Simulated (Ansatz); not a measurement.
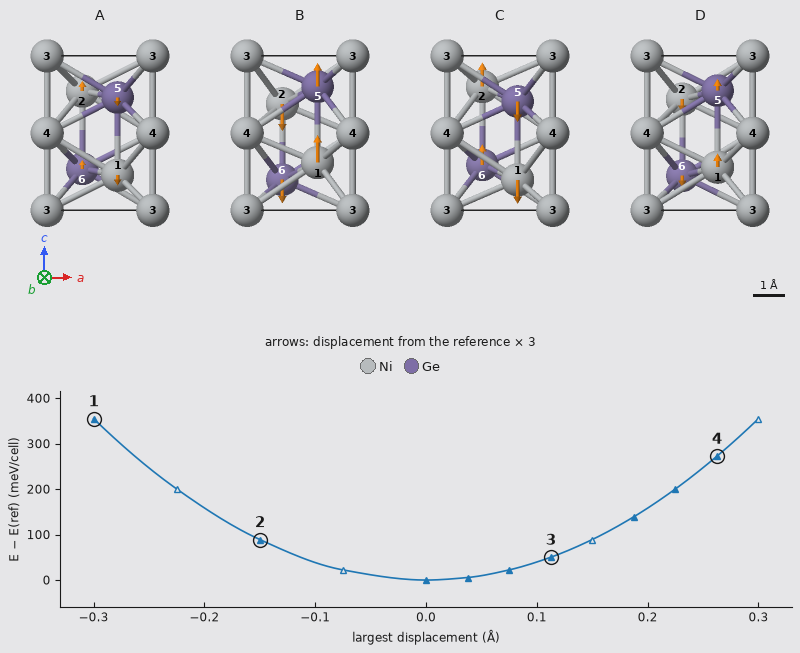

A scan of solid Ni₂Ge (P6_3/mmc): a normal mode at the zone centre (one arbitrary combination within a set of 3 degenerate modes) is frozen in with the cell fixed, the amplitude being the largest displacement of an atom. The frames are shuffled; the numbered points of the plot belong to them. Hollow markers are points alike by symmetry, not computed again. The picture is a ball-and-stick view of the cell of the calculation, seen along the b axis. Orange arrows: displacements from the reference.

These are results of DFT r2SCAN, scalar-relativistic, plane waves, PAW (Ansatz 0.2.0), not measurements. (plane-wave cutoff 500 eV; k-point mesh 12 × 12 × 10; occupations gaussian; smearing width 0.15 eV; no spin polarisation). Energies (free energies at the smearing named) are counted from the relaxed crystal.

> Match the frames to the points.

Point 1 is frame B (the amplitude −0.30 Å, 355 meV/cell); 2 is frame D (the amplitude −0.15 Å, 89 meV/cell); 3 is frame A (the amplitude 0.1125 Å, 50 meV/cell); 4 is frame C (the amplitude 0.2625 Å, 272 meV/cell). The harmonic wavenumber of the mode is 98 cm⁻¹, a stable vibration. Of the computed points the lowest is at the amplitude 0.00 Å, 0 meV/cell. The well is symmetric. At the highest point the shortest interatomic distance is 2.36 Å, against 2.30 Å in the reference.

Limits of the set-up: an element that often carries a moment was run without spin polarisation.
